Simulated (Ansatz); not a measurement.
Run report: ZnSe, single-point calculation (part 1 of 2)

ZnSe (F-43m, 2 atoms in the cell), computed with DFT, HSE06 with spin-orbit coupling, plane waves, PAW (Ansatz 0.2.0).

The structure derives from an entry of the Crystallography Open Database. The geometry comes from this level: r2SCAN. Figures and captions count atoms from 1; the log counts them from 0 in places.

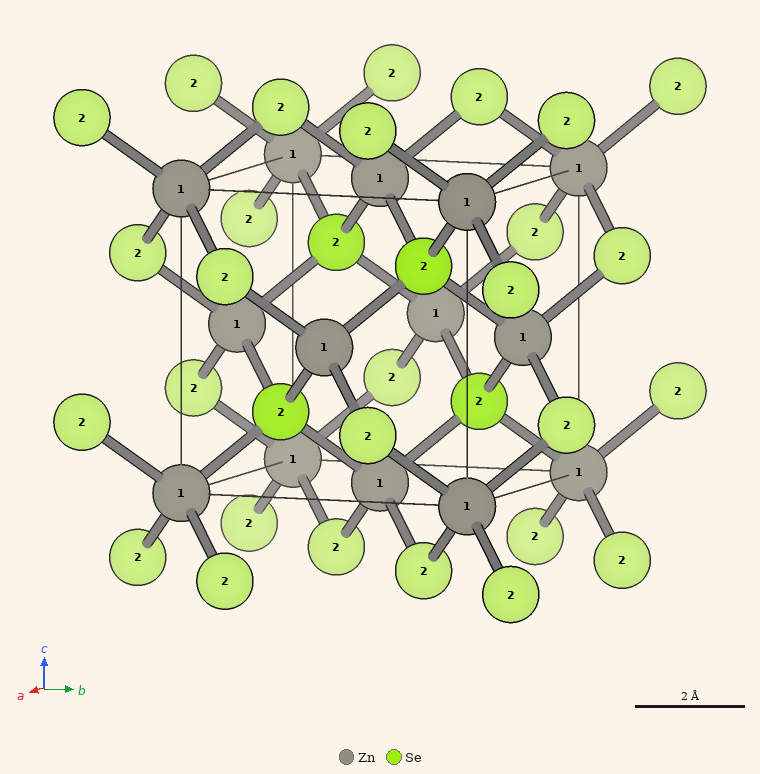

Fig. 1: The input geometry (ball-and-stick view of the cell 4 times as large as that of the calculation, set on its symmetry axes, seen slightly off an axis; neighbours outside the cell are drawn fainter; atoms are numbered from 1 in the order of the input). Near neighbours in the crystal (not all of them lie inside the picture): Zn has 4 Se at 2.45 Å; Se has 4 Zn at 2.45 Å.

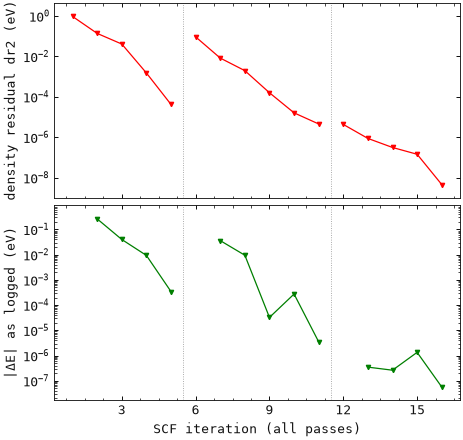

Fig. 2: Convergence of the self-consistent field: density residual dr2 and size of the energy change against the SCF iteration. The run starts with a semilocal functional; after that each stretch between dotted lines is one SCF of the hybrid functional between two exact rebuilds of the exchange operator by the outer loop. Early passes are stopped at a loose threshold. The passes take 5, 6 and 5 iterations.

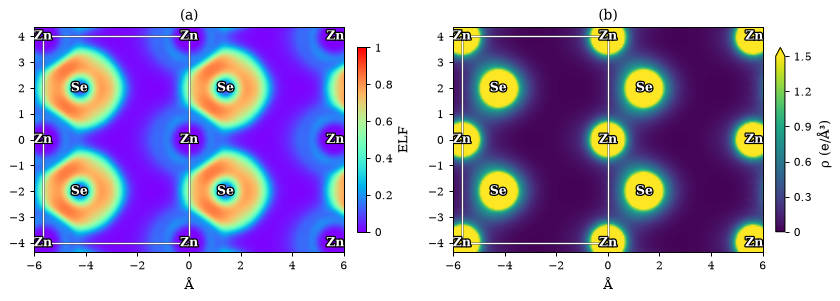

Fig. 3: (a) ELF; (b) valence electron density on the (011) plane of the conventional cell. The plane passes through Zn and Se nuclei. Zn–Se (2.45 Å): ρ at the midpoint is about 0.47 e/Å³; the ELF is about 0.60 at the midpoint. Away from the nuclei the density in this plane falls to 0.01 e/Å³ at its lowest. In a PAW calculation such maps are meaningful between the atoms, not at the nuclei.

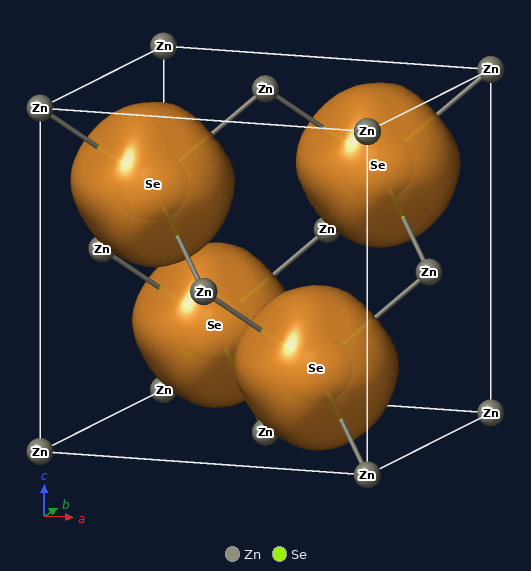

Fig. 4: Isosurface of the ELF at 0.65 (orange), seen slightly off an axis. Core shells and regions of very low density are left out. Sticks mark near contacts. The outline is the cell set on symmetry axes. Profiles from the grid: Zn–Se (2.45 Å): the ELF is about 0.60 at the midpoint.

The input and output of the run follow.

### Input file
```yaml
crystal:
  lattice:
    - [0.0, 2.8324246721, 2.8324246721]
    - [2.8324246721, 0.0, 2.8324246721]
    - [2.8324246721, 2.8324246721, 0.0]
  atoms:
    - { symbol: Zn, position: [0.0, 0.0, 0.0] }
    - { symbol: Se, position: [0.25, 0.25, 0.25] }
kpoints:
  mp_grid: { grid: [4, 4, 4] }
  band_path:
    path:
      - [0.0, 0.0, 0.0]
      - [-0.5, -0.5, 0.0]
      - [-0.375, -0.375, 0.25]
      - [-0.375, 0.0, 0.375]
      - [0.0, 0.0, 0.5]
      - [-0.5, -0.25, 0.25]
    npoints: 1
hamiltonian:
  xc: hse06
scf:
  occupations: { method: fixed }
  n_extra_bands: 8
magnetization:
  noncollinear: true
  spin_orbit: true
output:
  eigenvalues: true
  write_density: true
  write_potential: true
  elf: true
  volumetric_format: npy
```

Command:
```bash
ansatz run input.yaml --threads 2 --pin off --max-ram 2211MiB --backend cpu --events-out ev --progress --plain --runs-dir out
```

### Log
```
scf.n_extra_bands = 8 over 28 filled bands (N_el = 28.0): the run solves 36 bands
Engine: ansatz 0.2.0, aarch64-unknown-linux-gnu
Pseudopotentials: kind: paw_fr
Pseudopotential: Zn, paw_fr, valence charge 12, recommended cutoff 420 eV (normal), Zn.paw.azcp#standard-fr
Pseudopotential: Se, paw_fr, valence charge 16, recommended cutoff 420 eV (normal), Se.paw.azcp#standard-fr
Functional definition: HSE06
  parameter a = 0.25
  parameter omega = 0.11/bohr
  exchange = pbe_x - a*pbe_x_sr(omega) + a*exact_x_sr(omega)
  correlation = pbe_c
davidson cushion auto → on  (no smearing: the cushion is to keep the highest requested band from converging to the state above it; pin scf.eigensolver.cushion to override)
non-collinear run that drives no moment, with spin-orbit: no starting moment large enough to seed its density (crystal.atoms[].spin), no starting occupations that ask for one, no magnetisation constraint and no magnetic field, so the semilocal B_xc is pinned to zero
Crystal: 2 atoms, lattice volume = 45.447 Å³
Basis set: ecut = 420 eV, 893 PW (Γ)
Bands: 36, of which v1, the nominal top of the filled ones, is band 28 counted from 1 (27 counted from 0)
Symmetry: 24 space group operations + 24 with time reversal
Magnetic group: BNS 216.75 (UNI 1577), of the structure as read, at distance tolerance 3.6e-5 Å
k-points: 8 of 64 (time reversal used)
Projection manifold: j_resolved (fully-relativistic pseudo-atomic orbitals)
Non-local potential: Zn, projectors of the file, l = 0: 2, l = 1: 4, l = 2: 6, l = 3: 2
Non-local potential: Se, projectors of the file, l = 0: 2, l = 1: 4, l = 2: 6, l = 3: 2
PAW form: soft (Blöchl's): semilocal exchange-correlation on the pseudo side does not see the compensation charge
PAW frozen core: Zn, regenerated for the run's functional, and the local potential with it (the file was generated under x = pbe(κ = 0.804, μ = 0.2195149727645171), c = pbe(β = 0.06672455060314922))
PAW frozen core: Se, regenerated for the run's functional, and the local potential with it (the file was generated under x = pbe(κ = 0.804, μ = 0.2195149727645171), c = pbe(β = 0.06672455060314922))
PAW one-centre angular grid: Zn, 590 points (default); XC on 197 of its mesh's 2673 points in the sphere
PAW one-centre angular grid: Se, 590 points (default); XC on 193 of its mesh's 2701 points in the sphere
Initial density: superposition of atomic densities (chi_scale 0.1, normalization cell, long waves kept (reshape's long-wave potential 0.00 eV rms))
Initial wavefunctions: pseudopotential atomic-orbital guess
Functional: x = pbe(κ = 0.804, μ = 0.2195149727645171), c = pbe(β = 0.06672455060314922), warm-up for x = pbe(κ = 0.804, μ = 0.2195149727645171) + 0.25 (exact − pbe) at short range (hse, ω = 0.20786987370883472 Å⁻¹), c = pbe(β = 0.06672455060314922); HSE06 as pw.x's `hse` composes it (authors' and Libxc's form: `xc: wpbeh`)
SCF iter   1: F=—  HF=-8790.001974 eV  |F-HF|=—  |Δ(HF+E_count)|=         —  Δρ=5.82e-2  dr2=9.44e-1  dr2_m=0.00e0 (ungated)  ethr=1.00e-1  |M|=0.00e0 ∫|m|=0.00e0 μB  |m|>n=0.0e0 m-floor=0.0e0 τ_xc=0.0e0  β_m=0.30  ⟨swp⟩=5.9  Hψ=1081  notcnv=0
preconditioner: auto → none  [insulator: Δε(μ)=1.078 eV  Ē_g=12.849 eV  n_scr=14 (ndim 8)  ℏωp=23.4 eV  f_vac=0.058]
SCF iter   2: F=—  HF=-8789.740064 eV  |F-HF|=—  |Δ(HF+E_count)|=   2.62e-1  Δρ=2.31e-2  dr2=1.37e-1  dr2_m=0.00e0 (ungated)  ethr=3.37e-3  |M|=0.00e0 ∫|m|=0.00e0 μB  |m|>n=0.0e0 m-floor=0.0e0 τ_xc=0.0e0  β_m=0.35  ⟨swp⟩=3.2  Hψ=794  notcnv=0
SCF iter   3: F=—  HF=-8789.700083 eV  |F-HF|=—  |Δ(HF+E_count)|=   4.00e-2  Δρ=1.28e-2  dr2=4.08e-2  dr2_m=0.00e0 (ungated)  ethr=4.91e-4  |M|=0.00e0 ∫|m|=0.00e0 μB  |m|>n=0.0e0 m-floor=0.0e0 τ_xc=0.0e0  β_m=0.49  ⟨swp⟩=2.8  Hψ=652  notcnv=0  defer=2
iter 4 solved again at ethr=5.45e-6 eV; its pass at ethr=1.46e-4 eV (dr2=1.53e-3 eV) is discarded
SCF iter   4: F=—  HF=-8789.690754 eV  |F-HF|=—  |Δ(HF+E_count)|=   9.33e-3  Δρ=2.22e-3  dr2=1.51e-3  dr2_m=0.00e0 (ungated)  ethr=5.45e-6  |M|=0.00e0 ∫|m|=0.00e0 μB  |m|>n=0.0e0 m-floor=0.0e0 τ_xc=0.0e0  β_m=0.61  ⟨swp⟩=4.0  Hψ=1480  notcnv=0  defer=2
SCF iter   5: F=-8789.691124 eV  HF=-8789.691097 eV  |F-HF|=2.68e-5  |Δ(HF+E_count)|=   3.43e-4  Δρ=3.46e-4  dr2=4.19e-5  dr2_m=0.00e0 (ungated)  ethr=5.40e-6  |M|=0.00e0 ∫|m|=0.00e0 μB  |m|>n=0.0e0 m-floor=0.0e0 τ_xc=0.0e0  ⟨swp⟩=3.0  Hψ=786  notcnv=0
SCF 1 stopped early in 5 iterations: F = -8789.691124 eV  dr2 = 4.19e-5
  greatest PAW one-centre occupation: 0.999 electrons in one spin orbital (limit 2), on the Se atom at site 1 (counted from 0), in its partial waves of l = 2
Projection manifold: j_resolved (fully-relativistic pseudo-atomic orbitals)
Initial density: handed on by an earlier stage of this run
Initial wavefunctions: those handed on with the density
Functional: x = pbe(κ = 0.804, μ = 0.2195149727645171) + 0.25 (exact − pbe) at short range (hse, ω = 0.20786987370883472 Å⁻¹), c = pbe(β = 0.06672455060314922); HSE06 as pw.x's `hse` composes it (authors' and Libxc's form: `xc: wpbeh`)
Exchange kernel: α = 0.2500, screened, ω = 0.2079 Å⁻¹, Wigner–Seitz truncation, v(0) = 1027.0918 eV·Å³, q-mesh 4×4×4, nearest image of the exchange supercell L = 16.02 Å, pair-density grid 15×15×15, without the augmentation charges, whose exchange is taken in its separable form by FFT convolution over the k-point mesh (sized by the pseudopotential files, 24×24×24 at the most), smooth part of the exact exchange by density-matrix convolution
Frozen-core exchange: fock
SCF iter   1: F=—  HF=-8789.804948 eV  |F-HF|=—  |Δ(HF+E_count)|=         —  Δρ=2.00e-2  dr2=9.26e-2  dr2_m=0.00e0 (ungated)  ethr=1.50e-6  |M|=0.00e0 ∫|m|=0.00e0 μB  |m|>n=0.0e0 m-floor=0.0e0 τ_xc=0.0e0  β_m=0.30  ⟨swp⟩=6.4  Hψ=1432  notcnv=0
preconditioner: auto → none  [insulator: Δε(μ)=2.252 eV  Ē_g=14.430 eV  n_scr=14 (ndim 8)  ℏωp=23.4 eV  f_vac=0.121]
SCF iter   2: F=—  HF=-8789.768856 eV  |F-HF|=—  |Δ(HF+E_count)|=   3.61e-2  Δρ=5.51e-3  dr2=8.26e-3  dr2_m=0.00e0 (ungated)  ethr=1.50e-6  |M|=0.00e0 ∫|m|=0.00e0 μB  |m|>n=0.0e0 m-floor=0.0e0 τ_xc=0.0e0  β_m=0.42  ⟨swp⟩=4.6  Hψ=1143  notcnv=0
SCF iter   3: F=—  HF=-8789.778358 eV  |F-HF|=—  |Δ(HF+E_count)|=   9.50e-3  Δρ=2.85e-3  dr2=1.97e-3  dr2_m=0.00e0 (ungated)  ethr=1.50e-6  |M|=0.00e0 ∫|m|=0.00e0 μB  |m|>n=0.0e0 m-floor=0.0e0 τ_xc=0.0e0  β_m=0.42  ⟨swp⟩=4.0  Hψ=1089  notcnv=0
SCF iter   4: F=—  HF=-8789.778326 eV  |F-HF|=—  |Δ(HF+E_count)|=   3.25e-5  Δρ=7.92e-4  dr2=1.59e-4  dr2_m=0.00e0 (ungated)  ethr=1.50e-6  |M|=0.00e0 ∫|m|=0.00e0 μB  |m|>n=0.0e0 m-floor=0.0e0 τ_xc=0.0e0  β_m=0.64  ⟨swp⟩=3.0  Hψ=890  notcnv=0
SCF iter   5: F=—  HF=-8789.778601 eV  |F-HF|=—  |Δ(HF+E_count)|=   2.75e-4  Δρ=1.98e-4  dr2=1.61e-5  dr2_m=0.00e0 (ungated)  ethr=5.19e-7  |M|=0.00e0 ∫|m|=0.00e0 μB  |m|>n=0.0e0 m-floor=0.0e0 τ_xc=0.0e0  β_m=0.64  ⟨swp⟩=3.4  Hψ=855  notcnv=0
SCF iter   6: F=-8789.778596 eV  HF=-8789.778598 eV  |F-HF|=1.87e-6  |Δ(HF+E_count)|=   3.50e-6  Δρ=6.71e-5  dr2=4.54e-6  dr2_m=0.00e0 (ungated)  ethr=4.66e-8  |M|=0.00e0 ∫|m|=0.00e0 μB  |m|>n=0.0e0 m-floor=0.0e0 τ_xc=0.0e0  ⟨swp⟩=3.0  Hψ=793  notcnv=0
SCF 2 stopped early in 6 iterations: F = -8789.778596 eV  dr2 = 4.54e-6
hybrid outer 1: dexx = +1.170e-2 eV, tail = 7.74e-5 eV
Projection manifold: j_resolved (fully-relativistic pseudo-atomic orbitals)
Exchange kernel: α = 0.2500, screened, ω = 0.2079 Å⁻¹, Wigner–Seitz truncation, v(0) = 1027.0918 eV·Å³, q-mesh 4×4×4, nearest image of the exchange supercell L = 16.02 Å, pair-density grid 15×15×15, without the augmentation charges, whose exchange is taken in its separable form by FFT convolution over the k-point mesh (sized by the pseudopotential files, 24×24×24 at the most), smooth part of the exact exchange by density-matrix convolution
Frozen-core exchange: fock
```
